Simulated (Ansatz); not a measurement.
Run report: SnO2, band-structure calculation

SnO2 (Pbcn, 12 atoms in the cell), computed with DFT LDA, scalar-relativistic, plane waves, PAW, no spin polarisation (Ansatz 0.2.0).

The structure derives from a Materials Project entry.

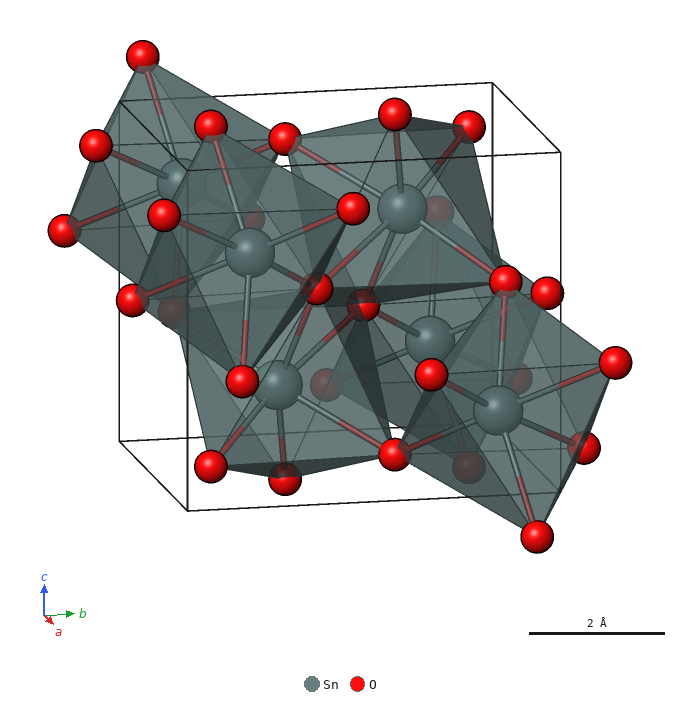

Fig. 1: The structure as given in the input (polyhedral view of the cell of the calculation, seen slightly off an axis; polyhedra are completed across the faces of the cell). An atom can appear more than once, as a periodic image.

### Results in brief

| quantity | value |
| --- | --- |
| outcome | converged |
| space group (tolerance 0.01 Å) | Pbcn (60) |
| electrons treated | 104 |
| free energy | −27960.5810 eV |
| Fermi energy | 9.990 eV |
| gap on the k-point mesh | 1.50 eV |
| gap on the band path | 1.50 eV |
| pressure | −0.02 GPa |
| largest force (length of the vector) | 0.001 eV/Å |
| hardware | 2 threads of Arm Neoverse V2, 24 GiB of memory available, shared host |
| wall time | 91 s (CPU time 3 min) |
| peak memory | 1.1 GiB |

### The input
```yaml
crystal:
  lattice:
    - [4.703452292, 0.0, 0.0]
    - [0.0, 5.6951729552, 0.0]
    - [0.0, 0.0, 5.2043295291]
  atoms:
    - { symbol: Sn, position: [0.5, 0.6673206257, 0.75] }
    - { symbol: Sn, position: [0.0, 0.8326793743, 0.25] }
    - { symbol: Sn, position: [0.5, 0.3326793743, 0.25] }
    - { symbol: Sn, position: [0.0, 0.1673206257, 0.75] }
    - { symbol: O, position: [0.731020714, 0.6049099344, 0.0776301518] }
    - { symbol: O, position: [0.231020714, 0.8950900656, 0.9223698482] }
    - { symbol: O, position: [0.768979286, 0.8950900656, 0.5776301518] }
    - { symbol: O, position: [0.268979286, 0.6049099344, 0.4223698482] }
    - { symbol: O, position: [0.731020714, 0.3950900656, 0.5776301518] }
    - { symbol: O, position: [0.231020714, 0.1049099344, 0.4223698482] }
    - { symbol: O, position: [0.768979286, 0.1049099344, 0.0776301518] }
    - { symbol: O, position: [0.268979286, 0.3950900656, 0.9223698482] }
basis:
  ecutwfc: 420
kpoints:
  mp_grid: { grid: [6, 6, 6] }
  band_path:
    path:
      - [[0.0, 0.0, 0.0], [0.5, 0.0, 0.0], [0.5, 0.5, 0.0], [0.0, 0.5, 0.0], [0.0, 0.0, 0.0], [0.0, 0.0, 0.5], [0.5, 0.0, 0.5], [0.5, 0.5, 0.5], [0.0, 0.5, 0.5], [0.0, 0.0, 0.5]]
      - [[0.5, 0.0, 0.0], [0.5, 0.0, 0.5]]
      - [[0.0, 0.5, 0.0], [0.0, 0.5, 0.5]]
      - [[0.5, 0.5, 0.0], [0.5, 0.5, 0.5]]
    npoints: 10
hamiltonian:
  xc: lda
scf:
  occupations: { method: gaussian, width: 0.02 }
  n_extra_bands: 30
output:
  forces: true
  stress: true
  eigenvalues: true
  populations: true
  dos: { projected: true, de: 0.02, nscf_kmesh: { grid: [9, 9, 9] } }
  bader: false
  write_density: true
  write_potential: true
  elf: true
  volumetric_format: npy
```

Launched with:
```bash
ansatz run input.yaml --threads 2 --pin off --max-ram 5120MiB --backend cpu --events-out ev --progress --plain --runs-dir out
```

### Output
```
scf.n_extra_bands = 30 over 52 filled bands (N_el = 104.0): the run solves 82 bands
Engine: ansatz 0.2.0, aarch64-unknown-linux-gnu
Pseudopotentials: kind: paw
Pseudopotential: Sn, paw, valence charge 14, recommended cutoff 420 eV (normal), Sn.paw.azcp
Pseudopotential: O, paw, valence charge 6, recommended cutoff 420 eV (normal), O.paw.azcp
Functional definition: SPW92
  exchange = slater_x
  correlation = pw_c
Crystal: 12 atoms, lattice volume = 139.408 Å³
Basis set: ecut = 420 eV, 2709 PW (Γ)
Bands: 82, of which v1, the nominal top of the filled ones, is band 52 counted from 1 (51 counted from 0)
Symmetry: 8 space group operations
Space group: Pbcn (ITA 60), of the structure as read, at distance tolerance 5.2e-5 Å
k-points: 64 of 216
Non-local potential: Sn, projectors of the file, l = 0: 2, l = 1: 2, l = 2: 2, l = 3: 2
Non-local potential: O, projectors of the file, l = 0: 2, l = 1: 2, l = 2: 1
PAW form: soft (Blöchl's): semilocal exchange-correlation on the pseudo side does not see the compensation charge
PAW frozen core: Sn, regenerated for the run's functional, and the local potential with it (the file was generated under x = pbe(κ = 0.804, μ = 0.2195149727645171), c = pbe(β = 0.06672455060314922))
PAW frozen core: O, regenerated for the run's functional, and the local potential with it (the file was generated under x = pbe(κ = 0.804, μ = 0.2195149727645171), c = pbe(β = 0.06672455060314922))
PAW one-centre angular grid: Sn, 590 points (default); XC on 64 Gauss nodes
PAW one-centre angular grid: O, 110 points (default); XC on 64 Gauss nodes
Initial density: superposition of atomic densities (neutral atoms: chi_scale 0, normalization atom), corrected by the library's trained network
Initial wavefunctions: pseudopotential atomic-orbital guess
Functional: x = slater, c = lda
SCF iter   1: F=—  HF=-27960.709223 eV  |F-HF|=—  |Δ(HF+E_count)|=         —  Δρ=1.91e-2  dr2=4.20e-1  ethr=1.77e-3  ⟨swp⟩=6.0  Hψ=23211  notcnv=0  defer=612
preconditioner: auto → Resta (q_TF=auto, 2.598 Å⁻¹)  ε∞=2.9  [insulator: Δε(μ)=1.347 eV  Ē_g=23.258 eV  σ=0.020 eV  W_gap=1.00  n_scr=38 (ndim 8)  ℏωp=32.1 eV  f_vac=0.027  D(μ)=0.00/eV (n_scr^D=0)  ε∞_Penn≈2.9]
SCF iter   2: F=—  HF=-27960.586834 eV  |F-HF|=—  |Δ(HF+E_count)|=   1.22e-1  Δρ=5.09e-3  dr2=1.32e-2  ethr=4.04e-4  ⟨swp⟩=2.1  Hψ=7346  notcnv=0  defer=1646
SCF iter   3: F=—  HF=-27960.582057 eV  |F-HF|=—  |Δ(HF+E_count)|=   4.78e-3  Δρ=2.13e-3  dr2=3.30e-3  ethr=1.27e-5  ⟨swp⟩=2.1  Hψ=7081  notcnv=0  defer=1646
SCF iter   4: F=—  HF=-27960.580972 eV  |F-HF|=—  |Δ(HF+E_count)|=   1.08e-3  Δρ=3.64e-4  dr2=1.27e-4  ethr=3.17e-6  ⟨swp⟩=2.0  Hψ=6654  notcnv=0  defer=1646
SCF iter   5: F=—  HF=-27960.580964 eV  |F-HF|=—  |Δ(HF+E_count)|=   8.16e-6  Δρ=6.83e-5  dr2=5.01e-6  ethr=1.22e-7  ⟨swp⟩=2.0  Hψ=5405  notcnv=0  defer=1646
SCF iter   6: F=—  HF=-27960.580964 eV  |F-HF|=—  |Δ(HF+E_count)|=   2.18e-7  Δρ=1.57e-5  dr2=2.61e-7  ethr=4.82e-9  ⟨swp⟩=2.0  Hψ=4879  notcnv=0  defer=1646
SCF iter   7: F=-27960.580964 eV  HF=-27960.580964 eV  |F-HF|=3.13e-9  |Δ(HF+E_count)|=   4.67e-8  Δρ=1.97e-6  dr2=5.69e-9  ethr=9.62e-11  ⟨swp⟩=17.2  Hψ=42187  notcnv=0
SCF 1 converged in 7 iterations: F = -27960.580964 eV  dr2 = 5.69e-9
  greatest PAW one-centre occupation: 0.997 electrons in one spin orbital (limit 2), on the Sn atom at site 2 (counted from 0), in its partial waves of l = 2
NSCF: frozen V_eff on 124 k-points
NSCF: frozen V_eff on 125 k-points
SCF converged after 7 iterations
Free energy (F): -27960.580964 eV
Harris-Foulkes:  -27960.580964 eV  (|F-HF|=3.13e-9)
Internal energy: -27960.580964 eV  (E = F + TS)
E sigma→0 (E₀):  -27960.580964 eV
Fermi energy:    9.990252 eV
--- Per-component energies (eV) ---
  E_band       = -217.301152
  E_kinetic    = 2163.565995
  E_local      = -5495.442738  (includes V_loc(G=0)·N_el)
  E_nonlocal   = 301.959374
  E_hartree    = 2865.652958
  E_xc         = -2084.636987
  E_vxc        = -1129.673286  (∫ρ·V_xc dr)
  E_paw        = -17205.115302  (= ΣΔE_a)
  E_vpaw       = -1789.037618  (= ΣTr[D̂ρ^β])
  E_aug_tail   = 0.020007  (compensation charges beyond the density's cutoff)
  E_ewald      = -8509.059235
  E_core_change = 2.474965  (= ΣΔE_core)
  E_smearing   = -0.000000  (= −TS)
  E_closure    = 0.000000  (closes the sum)
  Σ components = -27960.580964   (vs F -27960.580964, Δ=0.00e0)
--- Forces (eV/Å), atoms counted from 1 ---
  atom   1  Sn     0.00000000    -0.00104516     0.00000000
  atom   2  Sn     0.00000000     0.00104516     0.00000000
  atom   3  Sn     0.00000000     0.00104516     0.00000000
  atom   4  Sn     0.00000000    -0.00104516     0.00000000
  atom   5  O     -0.00074027    -0.00056833     0.00060709
  atom   6  O     -0.00074027     0.00056833    -0.00060709
  atom   7  O      0.00074027     0.00056833     0.00060709
  atom   8  O      0.00074027    -0.00056833    -0.00060709
  atom   9  O     -0.00074027     0.00056833     0.00060709
  atom  10  O     -0.00074027    -0.00056833    -0.00060709
  atom  11  O      0.00074027    -0.00056833     0.00060709
  atom  12  O      0.00074027     0.00056833    -0.00060709
  max |Σ_I F_I| component: 1.08e-18 eV/Å
--- Stress (GPa, compression-positive) ---
       -0.012667       0.000000       0.000000
        0.000000      -0.018793       0.000000
        0.000000       0.000000      -0.014860
  P = ⅓ Tr σ = -0.0154 GPa (-0.154 kbar)
--- Band table (eV; the first three rows and the last of 64) ---
  k-point 0: bands = ["-11.3219", "-11.1871", "-11.0975", "-10.7867", "-10.6466", "-10.4859", "-10.3708", "-10.3563", "-10.3126", "-10.2673", "-10.2491", "-10.2372", "-10.2061", "-10.2005", "-10.1582", "-10.1458", "-10.1394", "-10.1353", "-10.1221", "-10.1030", "-9.3828", "-7.5665", "-7.3036", "-7.2193", "-6.9080", "-5.6717", "-5.6103", "-5.4458", "1.2875", "2.2960", "2.4553", "4.0037", "4.3985", "4.7174", "4.9701", "6.2146", "6.2186", "6.3049", "6.4092", "7.0303", "7.1942", "7.1986", "7.7747", "7.8564", "8.1100", "8.3354", "8.6370", "8.6389", "8.6567", "9.0673", "9.1134", "9.2383", "10.7422", "15.4763", "15.5198", "16.0094", "16.2193", "17.1639", "17.9356", "19.2780", "19.3214", "19.4008", "20.0058", "20.4255", "20.5725", "20.6122", "20.7206", "21.5224", "21.8613", "21.8889", "21.8947", "22.1390", "22.8057", "22.8538", "25.3360", "25.4216", "26.2689", "26.3056", "27.5006", "27.6436", "27.9923", "28.5930"]
  k-point 1: bands = ["-11.2739", "-11.2303", "-11.1776", "-10.6741", "-10.5740", "-10.4782", "-10.4489", "-10.3634", "-10.3143", "-10.2671", "-10.2490", "-10.2410", "-10.2308", "-10.2065", "-10.1841", "-10.1423", "-10.1253", "-10.1216", "-10.1202", "-10.1090", "-9.2939", "-7.7375", "-7.2533", "-7.1452", "-6.9972", "-5.6177", "-5.5804", "-5.5344", "1.3471", "2.3101", "2.5330", "4.1482", "4.6273", "4.7866", "4.8822", "5.5540", "5.9634", "6.1998", "6.6819", "6.9411", "7.0143", "7.7364", "7.7940", "7.9132", "8.0829", "8.2597", "8.5147", "8.6071", "8.6387", "9.0678", "9.1163", "9.1494", "11.3972", "15.3534", "15.4668", "16.0458", "16.4166", "17.1488", "17.4729", "18.6797", "19.2820", "19.5558", "19.8990", "20.4475", "20.5860", "21.1034", "21.1165", "21.3702", "21.7112", "21.9914", "22.0271", "22.0568", "22.8009", "22.9678", "25.0568", "25.4353", "25.6067", "26.7451", "26.7669", "27.5836", "27.9318", "28.5078"]
  k-point 2: bands = ["-11.2965", "-11.2772", "-11.1344", "-10.6663", "-10.4941", "-10.4559", "-10.4358", "-10.3877", "-10.3181", "-10.2809", "-10.2629", "-10.2550", "-10.2155", "-10.2079", "-10.2058", "-10.1560", "-10.1271", "-10.1234", "-10.1153", "-10.1095", "-9.0313", "-8.1500", "-7.3087", "-7.1727", "-6.7464", "-5.8153", "-5.5278", "-5.5210", "1.5134", "2.0304", "3.2208", "4.3482", "4.6805", "4.9457", "5.1569", "5.2035", "5.4377", "5.5829", "6.0367", "7.1927", "7.2198", "7.3834", "8.0398", "8.1234", "8.1906", "8.3490", "8.5124", "8.5336", "8.7741", "9.0683", "9.0849", "9.1094", "12.5974", "14.7649", "15.4331", "15.6858", "16.9686", "17.3324", "17.4098", "17.6815", "18.5041", "19.6816", "20.3624", "20.6215", "20.7239", "21.2847", "21.3261", "21.3946", "21.4259", "21.8368", "22.1261", "22.4074", "22.8212", "23.3956", "24.4110", "25.1154", "25.4295", "25.6436", "27.0830", "27.3239", "27.8277", "28.3407"]
  k-point 63: bands = ["-11.1268", "-11.1268", "-11.1268", "-11.1268", "-10.5187", "-10.5187", "-10.5187", "-10.5187", "-10.2941", "-10.2941", "-10.2941", "-10.2941", "-10.1593", "-10.1593", "-10.1593", "-10.1593", "-10.1226", "-10.1226", "-10.1226", "-10.1226", "-7.5090", "-7.5090", "-7.5090", "-7.5090", "-6.3993", "-6.3993", "-6.3993", "-6.3993", "3.0086", "3.0086", "3.0086", "3.0086", "5.2295", "5.2295", "5.2295", "5.2295", "5.9135", "5.9135", "5.9135", "5.9135", "7.6246", "7.6246", "7.6246", "7.6246", "8.1848", "8.1848", "8.1848", "8.1848", "8.8623", "8.8623", "8.8623", "8.8623", "14.7334", "14.7334", "14.7334", "14.7334", "17.8791", "17.8791", "17.8791", "17.8791", "20.1195", "20.1195", "20.1195", "20.1195", "20.8969", "20.8969", "20.8969", "20.8969", "22.3532", "22.3532", "22.3532", "22.3532", "23.2474", "23.2474", "23.2474", "23.2474", "26.3457", "26.3457", "26.3457", "26.3457", "28.0894", "28.0894"]
--- Löwdin populations: 12 sites ---
  site symbol       q [e]
     0     Sn     12.3175
     1     Sn     12.3175
     2     Sn     12.3175
     3     Sn     12.3175
     4      O      6.7738
     5      O      6.7738
     6      O      6.7738
     7      O      6.7738
     8      O      6.7738
     9      O      6.7738
    10      O      6.7738
    11      O      6.7738
  spilling = 0.005189 (of n_electrons = 104.000000)
```

### File populations.tsv
```
# site	symbol	l	j	q
# orbitals = lowdin
# n_electrons = 104.000000
# spilling = 0.005189
0	Sn	0_5S	-	0.881780
0	Sn	1_5P	-	1.443303
0	Sn	2_4D	-	9.992452
1	Sn	0_5S	-	0.881780
1	Sn	1_5P	-	1.443303
1	Sn	2_4D	-	9.992452
2	Sn	0_5S	-	0.881780
2	Sn	1_5P	-	1.443303
2	Sn	2_4D	-	9.992452
3	Sn	0_5S	-	0.881780
3	Sn	1_5P	-	1.443303
3	Sn	2_4D	-	9.992452
4	O	0_2S	-	1.710344
4	O	1_2P	-	5.063429
5	O	0_2S	-	1.710344
5	O	1_2P	-	5.063429
6	O	0_2S	-	1.710344
6	O	1_2P	-	5.063429
7	O	0_2S	-	1.710344
7	O	1_2P	-	5.063429
8	O	0_2S	-	1.710344
8	O	1_2P	-	5.063429
9	O	0_2S	-	1.710344
9	O	1_2P	-	5.063429
10	O	0_2S	-	1.710344
10	O	1_2P	-	5.063429
11	O	0_2S	-	1.710344
11	O	1_2P	-	5.063429
```

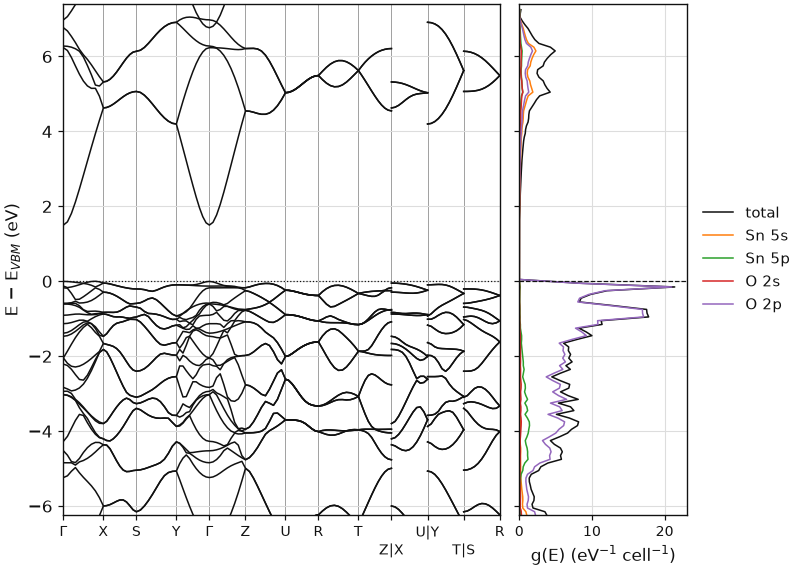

Fig. 2: Band structure along Γ–X–S–Y–Γ–Z–U–R–T–Z|X–U|Y–T|S–R and density of states (projected on Löwdin-orthogonalised atomic shells), with energies from the valence-band top. There is a gap of 1.50 eV on this path, direct, at Γ.

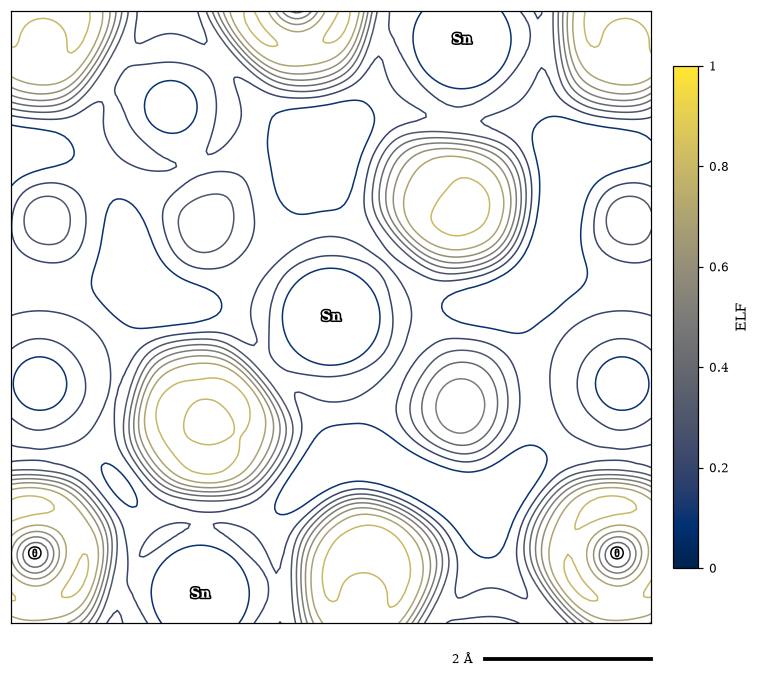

Fig. 3: ELF on the (111) plane of the conventional cell. In a PAW calculation such maps are meaningful between the atoms, not at the nuclei.

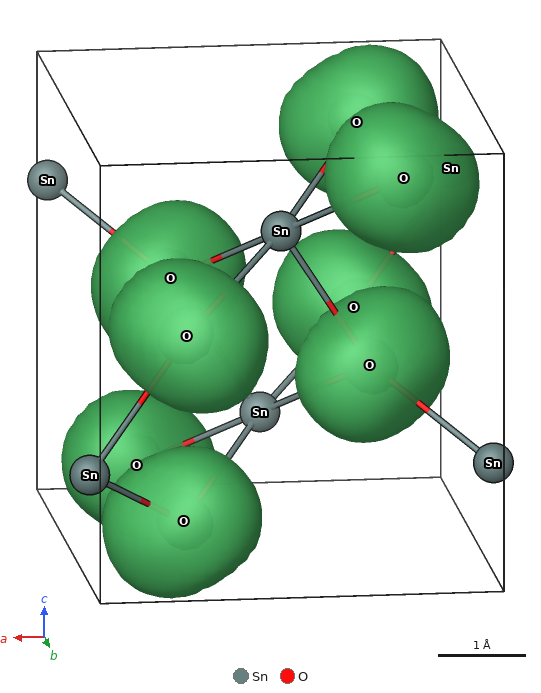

Fig. 4: Isosurface of the electron localisation function at 0.65 (green), seen at an oblique angle. Core shells and regions of very low density are left out. Sticks mark near contacts. The outline is the cell set on symmetry axes. Profiles from the grid: Sn–O (2.02 Å): the ELF is about 0.25 at the midpoint. Sn–O (2.10 Å): the ELF is about 0.25 at the midpoint.
